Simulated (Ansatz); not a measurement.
## Geometry relaxation, with input and output: BN (part 1 of 3)

BN (P6₃/mmc, 4 atoms in the cell), computed with DFT PBE, scalar-relativistic, plane waves, PAW, no spin polarisation (Ansatz 0.2.0).

The structure derives from a Materials Project entry. Figures and captions count atoms from 1; the log counts them from 0 in places.

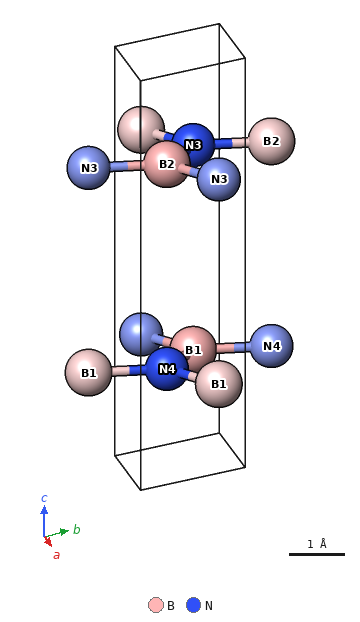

The structure as given in the input (ball-and-stick view of the cell of the calculation, seen slightly off an axis; neighbours outside the cell are drawn fainter; atoms are numbered from 1 in the order of the input). An atom can appear more than once, as a periodic image.

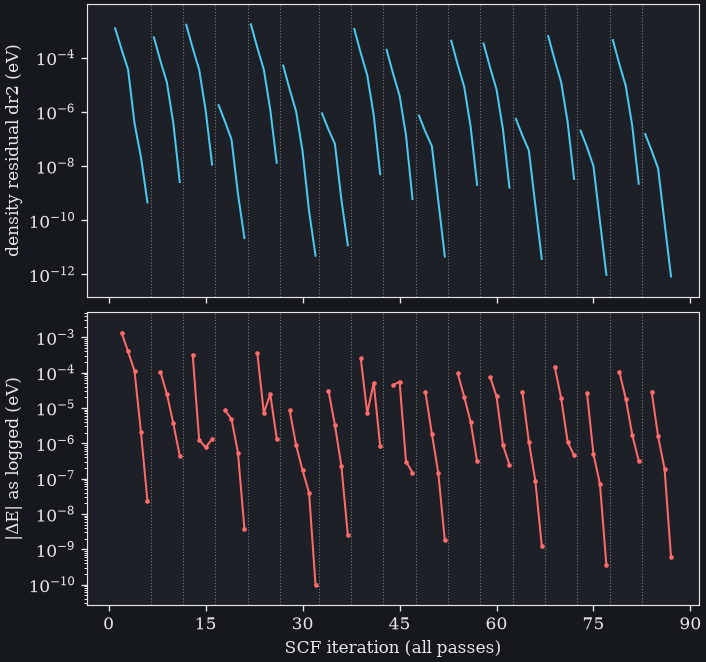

Convergence of the self-consistent field: density residual dr2 and size of the energy change against the SCF iteration. The dotted lines part the SCF passes of the relaxation: geometry steps, rejected trials and re-solves on a re-selected basis. The 17 passes take 5 to 6 iterations each, 87 in all.

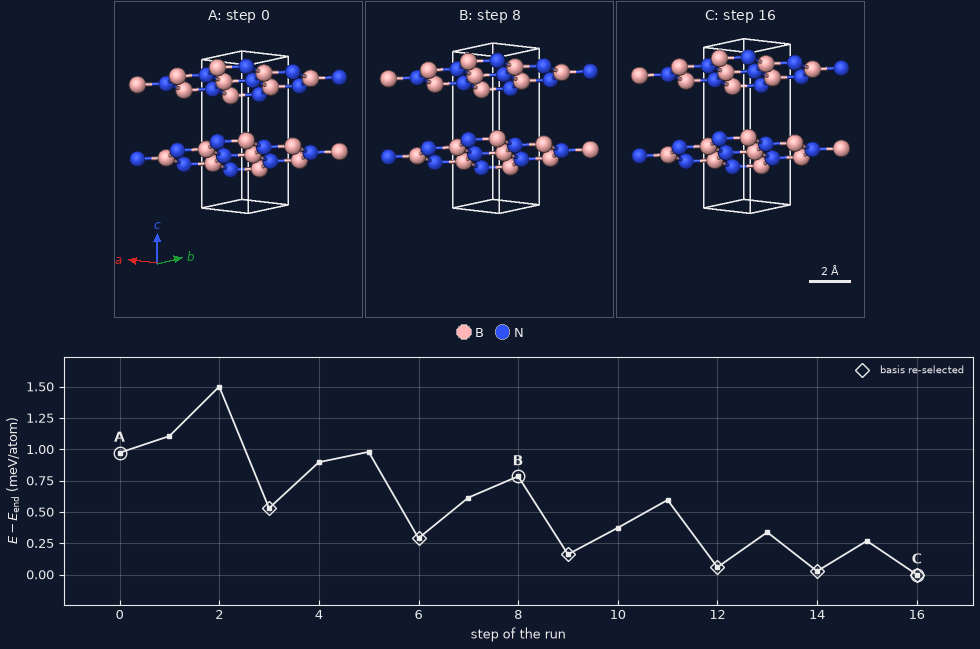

Frames of the relaxation (ball-and-stick view of the cell of the calculation, repeated 3 × 3 × 1, seen at an oblique angle) above the curves, on which the letters mark them (the first geometry is step 0 here and step 1 in the log).

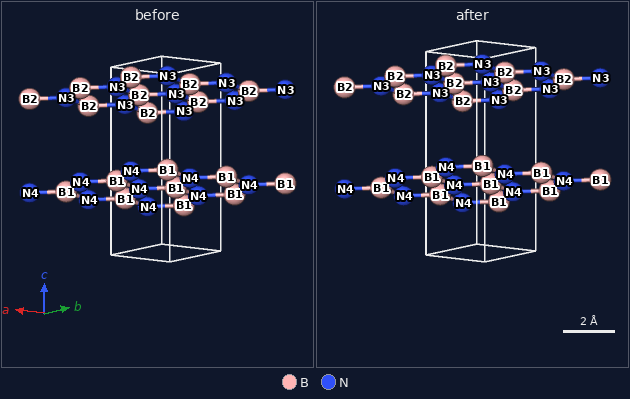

Before (left) and after (right) the relaxation, at one scale (ball-and-stick view of the cell of the calculation, repeated 3 × 3 × 1, seen at an oblique angle). The energy falls by 0.7 meV per atom in 10 geometry steps. All forces vanish by symmetry, so only the cell relaxes. The pressure goes from 0.06 to 0.01 GPa. 5 further SCFs at an unchanged geometry re-selected the plane-wave basis for the new cell. The atoms keep their places relative to the cell (all moves are under 0.005 Å). The drawn cell changes as follows: a = b stay at 2.512 Å, c 7.707 → 8.343 Å (+8.3 %); the volume changes by +8.2 %. The space group stays P6_3/mmc (No. 194). The energy change given includes the shifts at the re-selections in mid-walk, which come without any move. A last SCF at the same geometry on a re-selected plane-wave basis shifts the energy by −0.3 meV per atom. (Atoms are counted from 1 in the order of the input.)

These pictures come from the run below.

### Input
```yaml
crystal:
  lattice:
    - [2.5124282281, 0.0, 0.0]
    - [-1.2562141141, 2.1758266707, 0.0]
    - [0.0, 0.0, 7.707265]
  atoms:
    - { symbol: B, position: [0.33333333, 0.66666667, 0.25] }
    - { symbol: B, position: [0.66666667, 0.33333333, 0.75] }
    - { symbol: "N", position: [0.33333333, 0.66666667, 0.75] }
    - { symbol: "N", position: [0.66666667, 0.33333333, 0.25] }
basis:
  ecutwfc: 420
kpoints:
  mp_grid: { grid: [12, 12, 4] }
hamiltonian:
  xc: pbe
scf:
  occupations: { method: gaussian, width: 0.02 }
output:
  forces: true
  stress: true
  eigenvalues: true
relax:
  adjacent_minimum: "off"
  f_tol: 0.005
  max_steps: 80
  cell: { stress_tol: 0.05 }
```

Command:
```bash
ansatz run input.yaml --threads 1 --pin off --max-ram 2560MiB --backend cpu --events-out ev --progress --plain --runs-dir out
```

### Log
```
Engine: ansatz 0.2.0, x86_64-unknown-linux-gnu
Pseudopotentials: kind: paw
Pseudopotential: B, paw, valence charge 3, recommended cutoff 420 eV (normal), B.paw.azcp
Pseudopotential: N, paw, valence charge 5, recommended cutoff 420 eV (normal), N.paw.azcp
Functional definition: PBE
  parameter kappa = 0.804
  parameter beta = 0.06672455060314922
  exchange = pbe_x(kappa = kappa, mu = beta*pi^2/3)
  correlation = pbe_c(beta = beta)
Crystal: 4 atoms, lattice volume = 42.133 Å³
Basis set: ecut = 420 eV, 811 PW (Γ), exchange–correlation on 36×36×108 points (8 copies of the dense FFT grid, shifted against one another)
Bands: 12, of which v1, the nominal top of the filled ones, is band 8 counted from 1 (7 counted from 0)
Symmetry: 24 space group operations
Space group: P63/mmc (ITA 194), of the structure as read, at distance tolerance 3.5e-5 Å
k-points: 57 of 576
Non-local potential: B, projectors of the file, l = 0: 2, l = 1: 2, l = 2: 1
Non-local potential: N, projectors of the file, l = 0: 2, l = 1: 2, l = 2: 1
PAW form: soft (Blöchl's): semilocal exchange-correlation on the pseudo side does not see the compensation charge
PAW one-centre angular grid: B, 110 points (default); XC on 64 Gauss nodes
PAW one-centre angular grid: N, 110 points (default); XC on 64 Gauss nodes
Initial density: superposition of atomic densities (neutral atoms: chi_scale 0, normalization atom), corrected by the library's trained network
Initial wavefunctions: pseudopotential atomic-orbital guess
Functional: x = pbe(κ = 0.804, μ = 0.2195149727645171), c = pbe(β = 0.06672455060314922)
SCF iter   1: F=—  HF=-1084.855326 eV  |F-HF|=—  |Δ(HF+E_count)|=         —  Δρ=3.03e-3  dr2=1.20e-3  ethr=1.77e-3  ⟨swp⟩=6.6  Hψ=4323  notcnv=0
preconditioner: auto → none  [insulator: Δε(μ)=4.461 eV  Ē_g=15.477 eV  σ=0.020 eV  W_gap=1.00  n_scr=4 (ndim 8)  ℏωp=22.9 eV  f_vac=0.160  D(μ)=0.00/eV (n_scr^D=0)  ε∞_Penn≈3.2]
SCF iter   2: F=—  HF=-1084.856675 eV  |F-HF|=—  |Δ(HF+E_count)|=   1.35e-3  Δρ=1.32e-3  dr2=2.00e-4  ethr=7.48e-6  ⟨swp⟩=2.5  Hψ=1749  notcnv=0
SCF iter   3: F=—  HF=-1084.857070 eV  |F-HF|=—  |Δ(HF+E_count)|=   3.96e-4  Δρ=6.36e-4  dr2=3.62e-5  ethr=1.25e-6  ⟨swp⟩=2.0  Hψ=1180  notcnv=0
SCF iter   4: F=—  HF=-1084.857182 eV  |F-HF|=—  |Δ(HF+E_count)|=   1.11e-4  Δρ=4.93e-5  dr2=3.73e-7  ethr=2.27e-7  ⟨swp⟩=2.0  Hψ=1302  notcnv=0
iter 5 did not close the SCF: its close was put off for the readings that it lacked (scf_convergence_deferred on its scf_iter line)
SCF iter   5: F=-1084.857184 eV  HF=-1084.857184 eV  |F-HF|=1.34e-8  |Δ(HF+E_count)|=   2.02e-6  Δρ=7.45e-6  dr2=2.09e-8  ethr=2.33e-9  ⟨swp⟩=2.0  Hψ=1088  notcnv=0
SCF iter   6: F=-1084.857184 eV  HF=-1084.857184 eV  |F-HF|=2.24e-10  |Δ(HF+E_count)|=   2.30e-8  Δρ=1.19e-6  dr2=4.58e-10  ethr=1.30e-10  ⟨swp⟩=2.1  Hψ=2453  notcnv=0
SCF 1 converged in 6 iterations: F = -1084.857184 eV  dr2 = 4.58e-10
  greatest PAW one-centre occupation: 0.796 electrons in one spin orbital (limit 2), on the N atom at site 3 (counted from 0), in its partial waves of l = 0
relax step   1: F+E_penalty+E_count = -1084.85718380 eV  Δ(F+E_penalty+E_count) = +0.000e0 eV  max|allowed force component| = 4.233e-16 eV/Å  Δτ_max = 0.0000 Å  P = +0.061 GPa  Ω = 42.133 Å³  (6 SCF iters, dr2 threshold 1.00e-7 eV, accepted)
Crystal: 4 atoms, lattice volume = 42.468 Å³
Initial density: handed on by an earlier stage of this run
Initial wavefunctions: those handed on with the density
iter 1 solved again at ethr=4.89e-6 eV; its pass at ethr=3.10e-3 eV (dr2=7.83e-4 eV) is discarded
SCF iter   1: F=—  HF=-1084.856778 eV  |F-HF|=—  |Δ(HF+E_count)|=         —  Δρ=8.89e-4  dr2=5.55e-4  ethr=4.89e-6  ⟨swp⟩=2.1  Hψ=5219  notcnv=0
preconditioner: auto → none  [insulator: Δε(μ)=4.491 eV  Ē_g=15.465 eV  σ=0.020 eV  W_gap=1.00  n_scr=4 (ndim 8)  ℏωp=22.8 eV  f_vac=0.178  D(μ)=0.00/eV (n_scr^D=0)  ε∞_Penn≈3.2]
SCF iter   2: F=—  HF=-1084.856673 eV  |F-HF|=—  |Δ(HF+E_count)|=   1.05e-4  Δρ=4.97e-4  dr2=7.60e-5  ethr=3.47e-6  ⟨swp⟩=2.0  Hψ=1071  notcnv=0
SCF iter   3: F=—  HF=-1084.856648 eV  |F-HF|=—  |Δ(HF+E_count)|=   2.52e-5  Δρ=1.67e-4  dr2=1.23e-5  ethr=4.75e-7  ⟨swp⟩=2.5  Hψ=1192  notcnv=0
SCF iter   4: F=—  HF=-1084.856652 eV  |F-HF|=—  |Δ(HF+E_count)|=   3.66e-6  Δρ=4.38e-5  dr2=3.79e-7  ethr=7.66e-8  ⟨swp⟩=3.0  Hψ=1177  notcnv=0
SCF iter   5: F=-1084.856652 eV  HF=-1084.856652 eV  |F-HF|=1.05e-10  |Δ(HF+E_count)|=   4.42e-7  Δρ=3.14e-6  dr2=2.56e-9  ethr=2.17e-9  ⟨swp⟩=5.5  Hψ=3442  notcnv=0
SCF 2 converged in 5 iterations: F = -1084.856652 eV  dr2 = 2.56e-9
relax step   2: F+E_penalty+E_count = -1084.85665235 eV  Δ(F+E_penalty+E_count) = +5.315e-4 eV  max|allowed force component| = 4.094e-16 eV/Å  Δτ_max = 0.0000 Å  P = +0.038 GPa  Ω = 42.468 Å³  energy of the carried Pulay correction = -1.182e-3 eV  (5 SCF iters, dr2 threshold 3.47e-7 eV, accepted)
Crystal: 4 atoms, lattice volume = 43.040 Å³
Basis set: ecut = 420 eV, 837 PW (Γ), exchange–correlation on 36×36×108 points (8 copies of the dense FFT grid, shifted against one another)
iter 1 solved again at ethr=9.81e-6 eV; its pass at ethr=3.10e-3 eV (dr2=1.57e-3 eV) is discarded
SCF iter   1: F=—  HF=-1084.855386 eV  |F-HF|=—  |Δ(HF+E_count)|=         —  Δρ=1.50e-3  dr2=1.62e-3  ethr=9.81e-6  ⟨swp⟩=1.7  Hψ=5356  notcnv=0
preconditioner: auto → none  [insulator: Δε(μ)=4.505 eV  Ē_g=15.436 eV  σ=0.020 eV  W_gap=1.00  n_scr=4 (ndim 8)  ℏωp=22.6 eV  f_vac=0.190  D(μ)=0.00/eV (n_scr^D=0)  ε∞_Penn≈3.2]
SCF iter   2: F=—  HF=-1084.855070 eV  |F-HF|=—  |Δ(HF+E_count)|=   3.16e-4  Δρ=8.50e-4  dr2=2.25e-4  ethr=9.81e-6  ⟨swp⟩=2.1  Hψ=1226  notcnv=0
SCF iter   3: F=—  HF=-1084.855069 eV  |F-HF|=—  |Δ(HF+E_count)|=   1.24e-6  Δρ=2.82e-4  dr2=3.59e-5  ethr=1.41e-6  ⟨swp⟩=2.5  Hψ=1192  notcnv=0
SCF iter   4: F=—  HF=-1084.855069 eV  |F-HF|=—  |Δ(HF+E_count)|=   7.65e-7  Δρ=7.51e-5  dr2=1.14e-6  ethr=2.24e-7  ⟨swp⟩=2.7  Hψ=1157  notcnv=0
SCF iter   5: F=-1084.855071 eV  HF=-1084.855071 eV  |F-HF|=2.89e-9  |Δ(HF+E_count)|=   1.31e-6  Δρ=6.28e-6  dr2=1.13e-8  ethr=8.62e-10  ⟨swp⟩=6.7  Hψ=3608  notcnv=0
SCF 3 converged in 5 iterations: F = -1084.855071 eV  dr2 = 1.13e-8
relax step   3: F+E_penalty+E_count = -1084.85507079 eV  Δ(F+E_penalty+E_count) = +1.582e-3 eV  max|allowed force component| = 3.516e-16 eV/Å  Δτ_max = 0.0000 Å  P = -0.007 GPa  Ω = 43.040 Å³  energy of the carried Pulay correction = -3.178e-3 eV  (5 SCF iters, dr2 threshold 1.38e-7 eV, accepted)
Initial wavefunctions: pseudopotential atomic-orbital guess (no wavefunctions were taken with the density)
iter 1 solved again at ethr=8.47e-8 eV; its pass at ethr=3.10e-3 eV (dr2=1.35e-5 eV) is discarded
SCF iter   1: F=—  HF=-1084.858941 eV  |F-HF|=—  |Δ(HF+E_count)|=         —  Δρ=1.73e-4  dr2=1.75e-6  ethr=8.47e-8  ⟨swp⟩=3.2  Hψ=6311  notcnv=0
preconditioner: auto → none  [insulator: Δε(μ)=4.516 eV  Ē_g=15.453 eV  σ=0.020 eV  W_gap=1.00  n_scr=4 (ndim 8)  ℏωp=22.6 eV  f_vac=0.185  D(μ)=0.00/eV (n_scr^D=0)  ε∞_Penn≈3.1]
SCF iter   2: F=—  HF=-1084.858950 eV  |F-HF|=—  |Δ(HF+E_count)|=   8.51e-6  Δρ=8.51e-5  dr2=4.31e-7  ethr=1.09e-8  ⟨swp⟩=2.0  Hψ=1167  notcnv=0
SCF iter   3: F=—  HF=-1084.858954 eV  |F-HF|=—  |Δ(HF+E_count)|=   4.85e-6  Δρ=3.05e-5  dr2=9.60e-8  ethr=2.69e-9  ⟨swp⟩=2.0  Hψ=1105  notcnv=0
SCF iter   4: F=—  HF=-1084.858955 eV  |F-HF|=—  |Δ(HF+E_count)|=   5.46e-7  Δρ=2.97e-6  dr2=9.50e-10  ethr=6.00e-10  ⟨swp⟩=2.0  Hψ=1140  notcnv=0
SCF iter   5: F=-1084.858955 eV  HF=-1084.858955 eV  |F-HF|=7.57e-11  |Δ(HF+E_count)|=   3.75e-9  Δρ=4.04e-7  dr2=2.20e-11  ethr=1.00e-12  ⟨swp⟩=3.3  Hψ=2903  notcnv=0
SCF 4 converged in 5 iterations: F = -1084.858955 eV  dr2 = 2.20e-11
relax step   4: F+E_penalty+E_count = -1084.85895501 eV  Δ(F+E_penalty+E_count) = -3.884e-3 eV  max|allowed force component| = 2.729e-16 eV/Å  Δτ_max = 0.0000 Å  P = +0.126 GPa  Ω = 43.040 Å³  stress off target by 2.47e-1 GPa  SCF on the basis re-selected at this cell (its energy is not comparable with the rows above)  (5 SCF iters)
basis re-selected at this cell: Δ(F+E_penalty+E_count) = -3.884e-3 eV, ΔP = +0.132 GPa vs the last step (what re-selecting the basis moved, of the pressure what is left beyond the Pulay correction that the steps carried, after the strain that the cell walked since its last selection, with what the two solves' SCF thresholds leave and, on support functions, any second-order correction that the steps lacked; it is no measure of the basis error at this ecutwfc). This SCF's stress stands 2.47e-1 GPa from its target on what of the cell is left free (relax.cell.stress_tol is 5.00e-2 GPa) and its largest allowed force component is 2.73e-16 eV/Å (relax.f_tol is 5.00e-3 eV/Å): not within both, so this SCF does not close the relaxation
Crystal: 4 atoms, lattice volume = 43.618 Å³
Basis set: ecut = 420 eV, 861 PW (Γ), exchange–correlation on 36×36×108 points (8 copies of the dense FFT grid, shifted against one another)
iter 1 solved again at ethr=1.02e-5 eV; its pass at ethr=3.10e-3 eV (dr2=1.63e-3 eV) is discarded
SCF iter   1: F=—  HF=-1084.857822 eV  |F-HF|=—  |Δ(HF+E_count)|=         —  Δρ=1.50e-3  dr2=1.68e-3  ethr=1.02e-5  ⟨swp⟩=1.7  Hψ=5385  notcnv=0
preconditioner: auto → none  [insulator: Δε(μ)=4.474 eV  Ē_g=15.411 eV  σ=0.020 eV  W_gap=1.00  n_scr=4 (ndim 8)  ℏωp=22.5 eV  f_vac=0.198  D(μ)=0.00/eV (n_scr^D=0)  ε∞_Penn≈3.1]
SCF iter   2: F=—  HF=-1084.857467 eV  |F-HF|=—  |Δ(HF+E_count)|=   3.55e-4  Δρ=8.51e-4  dr2=2.30e-4  ethr=1.02e-5  ⟨swp⟩=2.1  Hψ=1233  notcnv=0
SCF iter   3: F=—  HF=-1084.857460 eV  |F-HF|=—  |Δ(HF+E_count)|=   7.28e-6  Δρ=2.78e-4  dr2=3.61e-5  ethr=1.43e-6  ⟨swp⟩=2.4  Hψ=1164  notcnv=0
SCF iter   4: F=—  HF=-1084.857484 eV  |F-HF|=—  |Δ(HF+E_count)|=   2.46e-5  Δρ=7.62e-5  dr2=1.20e-6  ethr=2.25e-7  ⟨swp⟩=2.8  Hψ=1203  notcnv=0
SCF iter   5: F=-1084.857486 eV  HF=-1084.857486 eV  |F-HF|=4.26e-9  |Δ(HF+E_count)|=   1.34e-6  Δρ=6.67e-6  dr2=1.31e-8  ethr=9.50e-10  ⟨swp⟩=6.6  Hψ=3579  notcnv=0
SCF 5 converged in 5 iterations: F = -1084.857486 eV  dr2 = 1.31e-8
relax step   5: F+E_penalty+E_count = -1084.85748570 eV  Δ(F+E_penalty+E_count) = +1.469e-3 eV  max|allowed force component| = 6.476e-16 eV/Å  Δτ_max = 0.0000 Å  P = +0.039 GPa  Ω = 43.618 Å³  energy of the carried Pulay correction = -1.985e-3 eV  (5 SCF iters, dr2 threshold 1.52e-7 eV, accepted)
Crystal: 4 atoms, lattice volume = 43.718 Å³
iter 1 solved again at ethr=4.27e-7 eV; its pass at ethr=3.10e-3 eV (dr2=6.83e-5 eV) is discarded
```
